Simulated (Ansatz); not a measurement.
Consider Ge.

Input

```
crystal:
  lattice:
    - [-1.7558791781, 1.7558791781, 1.7558791781]
    - [1.7558791781, -1.7558791781, 1.7558791781]
    - [1.7558791781, 1.7558791781, -1.7558791781]
  atoms:
    - { symbol: Ge, position: [0.0, 0.0, 0.0] }
hamiltonian:
  xc: pbe
  pseudopotentials:
    kind: paw
    azcp:
      Ge: "pseudopotentials/Ge.paw.azcp"
basis:
  ecutwfc: 420
  fft_grid_basis: typed
kpoints:
  mp_grid: { grid: [15, 15, 15], shift: [0, 0, 0] }
magnetization:
  spin_polarized: false
scf:
  occupations: { method: fermi_dirac, width: 0.1 }
  lower_state_search: "off"
output:
  stress: true
  write_density: true
  write_potential: true
  elf: true
  volumetric_format: npy
```

Launched as:

```sh
ansatz run input.yaml --threads 1 --pin off --max-ram 3584MiB --backend cpu --events-out ev --progress --plain --runs-dir out
```

Below, planes, directions and counts refer to the conventional cell (a = 3.51 Å, b = 3.51 Å, c = 3.51 Å, α = 90.00°, β = 90.00°, γ = 90.00°).

Space group Im-3m; set up as Ge, bcc; a generated structure, not necessarily the stable one; changed on purpose from its base cell (volume × 1.12); computed pressure about −6 GPa in this cell.

All numbers below come from DFT, PBE, plane waves (420 eV) with PAW, scalar-relativistic (Ansatz).

What will maps of the valence pseudo-density and electron localisation function show?

Answer. Ge–Ge (3.04 Å): ρ is about 0.17 e/Å³ halfway; the ELF is about 0.35 at the midpoint.

Does the calculation give a band gap?

Answer. It is metallic or semimetallic at this level of theory: no gap opens.

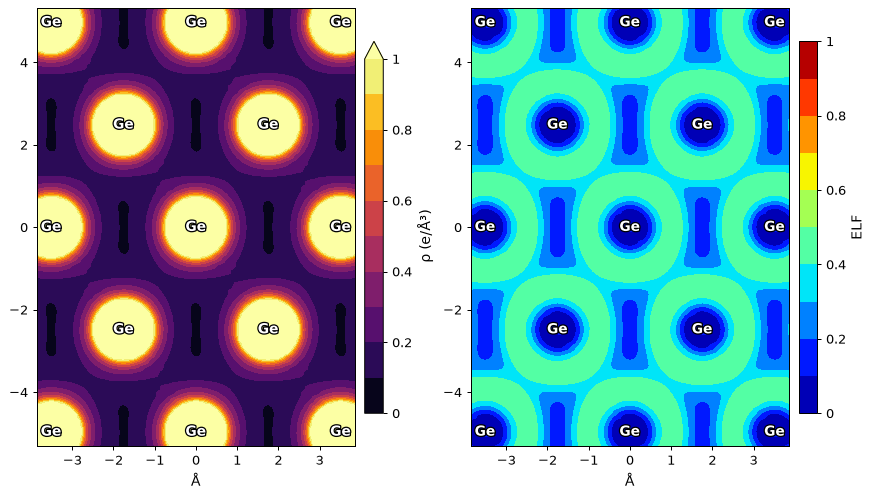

Computed valence pseudo-density and electron localisation function on the (11̄0) plane of the conventional cell, in this order. 

The density is the valence pseudo-density of a PAW calculation; it isn't the true density close to the nuclei.
